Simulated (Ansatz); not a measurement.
## Single-point calculation, with input and output: WS2 (part 1 of 2)

- system: WS2 (P6₃/mmc, 6 atoms in the cell)
- method: DFT LDA, scalar-relativistic, plane waves, PAW, spin-polarised (Ansatz 0.2.0)

The structure derives from an entry of the Crystallography Open Database. It belongs to a series of runs on one base structure; here: random orbitals: random, high filling. Figures and captions count atoms from 1; the log counts them from 0 in places.

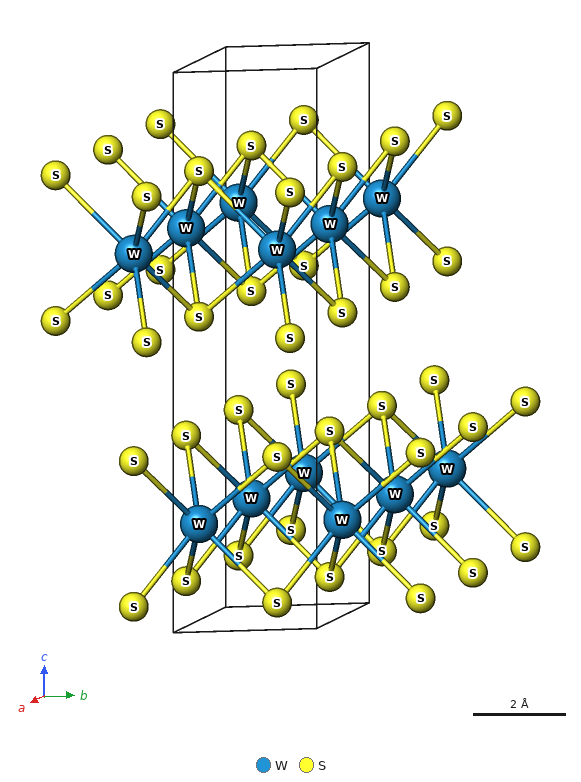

The input geometry (ball-and-stick view of the cell of the calculation, repeated 3 × 2 × 1, seen slightly off an axis; bonded neighbours outside the cell are drawn too). Near neighbours in the crystal (not all of them lie inside the picture): W has 6 S at 2.45 Å; S has 3 W at 2.45 Å.

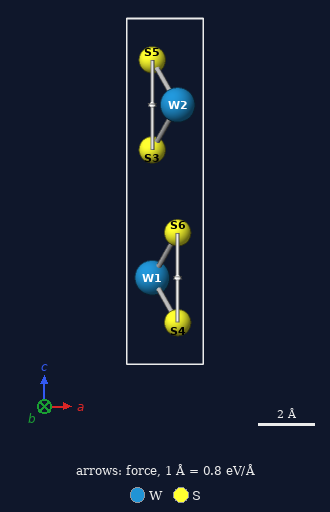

Forces on the atoms as white arrows (ball-and-stick view of the cell of the calculation, along the b axis; atoms are numbered from 1 in the order of the input). The largest act on all 4 S atoms (1.48 eV/Å). The geometry is not a stationary point of this energy.

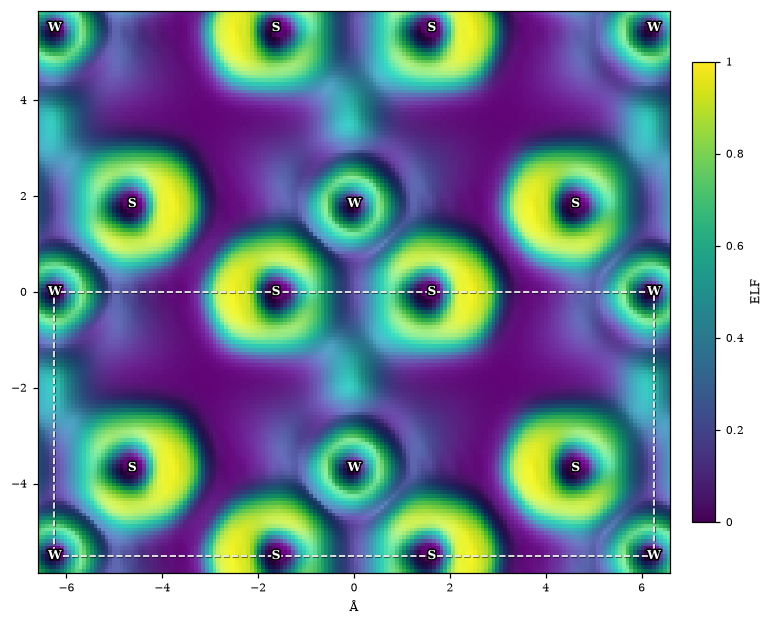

Electron localisation function on the (110) plane of the conventional cell. The section cuts through W and S sites. W–S (2.45 Å): the ELF is about 0.50 at the midpoint. The ELF has a maximum of about 0.55 in the space between the atoms. The strong features right at W lie inside the PAW spheres (semicore, d or f shells) and say nothing about bonding. Core electrons are frozen (PAW), so the fields are smoothed inside the atomic spheres.

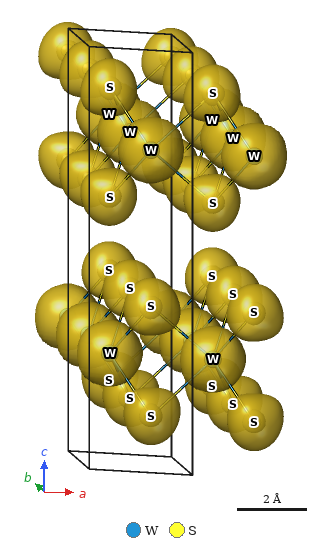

Isosurface of the valence pseudo-density at 0.8 e/Å³ (yellow), seen slightly off an axis. Sticks mark near contacts. The outline is the cell set on symmetry axes. At this value the density breaks into separate islands; it holds about 55 % of the electrons treated as valence (semicore included). It is pinched off along the W–S (2.45 Å) contacts. On the grid the lowest density along these lines, outside the cores, is 0.58 e/Å³ (W–S, 2.45 Å).

The input and output of the run follow.

## Input file
```yaml
crystal:
  lattice:
    - [3.17999949, 0.0, 0.0]
    - [-1.58999974, 2.75396034, 0.0]
    - [0.0, 0.0, 12.49999932]
  atoms:
    - { symbol: W, position: [0.3333333333, 0.6666666667, 0.25], spin: 2.0 }
    - { symbol: W, position: [0.6666666667, 0.3333333333, 0.75], spin: -2.0 }
    - { symbol: S, position: [0.3333333333, 0.6666666667, 0.62] }
    - { symbol: S, position: [0.6666666667, 0.3333333333, 0.12] }
    - { symbol: S, position: [0.3333333333, 0.6666666667, 0.88] }
    - { symbol: S, position: [0.6666666667, 0.3333333333, 0.38] }
basis:
  ecutwfc: 420
  ecutrho_ratio: 4
kpoints:
  mp_grid: { grid: [7, 7, 2] }
hamiltonian:
  xc: lda
  hubbard:
    sites:
      - { site: 0, l: d, u_eff: 0.0, starting_ns: [{ spin: up, occupation_matrix: s0up }, { spin: down, occupation_matrix: s0down }] }
      - { site: 1, l: d, u_eff: 0.0, starting_ns: [{ spin: up, occupation_matrix: s1up }, { spin: down, occupation_matrix: s1down }] }
    occupation_matrices:
      s0up:
        matrix:
          - [0.69565, -0.3298, 0.16959, -0.19877, -0.09125]
          - [-0.3298, 0.18112, -0.09178, 0.09025, 0.04209]
          - [0.16959, -0.09178, 0.64081, 0.38612, 0.13451]
          - [-0.19877, 0.09025, 0.38612, 0.40725, 0.14554]
          - [-0.09125, 0.04209, 0.13451, 0.14554, 0.07518]
      s0down:
        matrix:
          - [0.02, 0.0, 0.0, 0.0, 0.0]
          - [0.0, 0.02, 0.0, 0.0, 0.0]
          - [0.0, 0.0, 0.02, 0.0, 0.0]
          - [0.0, 0.0, 0.0, 0.02, 0.0]
          - [0.0, 0.0, 0.0, 0.0, 0.02]
      s1up:
        matrix:
          - [0.02, 0.0, 0.0, 0.0, 0.0]
          - [0.0, 0.02, 0.0, 0.0, 0.0]
          - [0.0, 0.0, 0.02, 0.0, 0.0]
          - [0.0, 0.0, 0.0, 0.02, 0.0]
          - [0.0, 0.0, 0.0, 0.0, 0.02]
      s1down:
        matrix:
          - [0.69565, -0.3298, 0.16959, -0.19877, -0.09125]
          - [-0.3298, 0.18112, -0.09178, 0.09025, 0.04209]
          - [0.16959, -0.09178, 0.64081, 0.38612, 0.13451]
          - [-0.19877, 0.09025, 0.38612, 0.40725, 0.14554]
          - [-0.09125, 0.04209, 0.13451, 0.14554, 0.07518]
    ns_hold: { iters: 12 }
scf:
  occupations: { method: gaussian, width: 0.05 }
  lower_state_search: "off"
  max_iter: 150
output:
  forces: true
  stress: true
  eigenvalues: true
  populations: true
  hubbard: { sites: [{ site: 0, l: d }, { site: 1, l: d }] }
  write_density: true
  write_potential: true
  elf: true
  volumetric_format: npy
magnetization:
  spin_polarized: true
```

Launch command:
```bash
ansatz run input.yaml --threads 4 --pin off --max-ram 6144MiB --backend cpu --events-out ev --progress --plain --runs-dir out
```

## The program's output
```
Warning: crystal.symmetry: narrowed to the stabiliser of the occupation matrices — unitary ops 12 → 1, anti-unitary 12 → 1; lowered by the specified shells (site 0, l: d), (site 1, l: d); largest admitted image defect 2.2e-16, smallest excluded 4.2e-1 — at a splitting's scale: the group the occupation matrices' own texture admits
W: projections on atomic orbitals take those of the free atom [Kr 4d10 4f14] 5s2 5p6 5d4 6s2, of charge +0.00 (hamiltonian.pseudopotentials.projection_atoms); the dataset's partial waves leave at most 6.5e-5 of an orbital's norm unspanned inside its sphere
S: projections on atomic orbitals take those of the free atom [Ne] 3s2 3p4, of charge +0.00 (hamiltonian.pseudopotentials.projection_atoms); the dataset's partial waves leave at most 1.6e-7 of an orbital's norm unspanned inside its sphere
Engine: ansatz 0.2.0, aarch64-unknown-linux-gnu
Pseudopotentials: kind: paw
Pseudopotential: W, paw, valence charge 14, recommended cutoff 420 eV (normal), W.paw.azcp
Pseudopotential: S, paw, valence charge 6, recommended cutoff 420 eV (normal), S.paw.azcp
Functional definition: SPW92
  exchange = slater_x
  correlation = pw_c
Crystal: 6 atoms, lattice volume = 109.470 Å³
Basis set: ecut = 420 eV, 2129 PW (Γ)
Bands: 34, of which v1, the nominal top of the filled ones, is band 26 counted from 1 (25 counted from 0)
Symmetry: 1 space group operations
k-points: 50 of 98 (time reversal used)
Non-local potential: W, projectors of the file, l = 0: 3, l = 1: 2, l = 2: 2, l = 3: 1
Non-local potential: S, projectors of the file, l = 0: 2, l = 1: 2, l = 2: 2
PAW form: soft (Blöchl's): semilocal exchange-correlation on the pseudo side does not see the compensation charge
PAW frozen core: W, regenerated for the run's functional, and the local potential with it (the file was generated under x = pbe(κ = 0.804, μ = 0.2195149727645171), c = pbe(β = 0.06672455060314922))
PAW frozen core: S, regenerated for the run's functional, and the local potential with it (the file was generated under x = pbe(κ = 0.804, μ = 0.2195149727645171), c = pbe(β = 0.06672455060314922))
PAW one-centre angular grid: W, 590 points (default); XC on 64 Gauss nodes
PAW one-centre angular grid: S, 110 points (default); XC on 64 Gauss nodes
Initial density: superposition of atomic densities (chi_scale 0.1, normalization cell)
Starting moments: Σ|m| = 4 μB on 2 of 6 sites
Initial wavefunctions: pseudopotential atomic-orbital guess
Functional: x = slater, c = lda
```
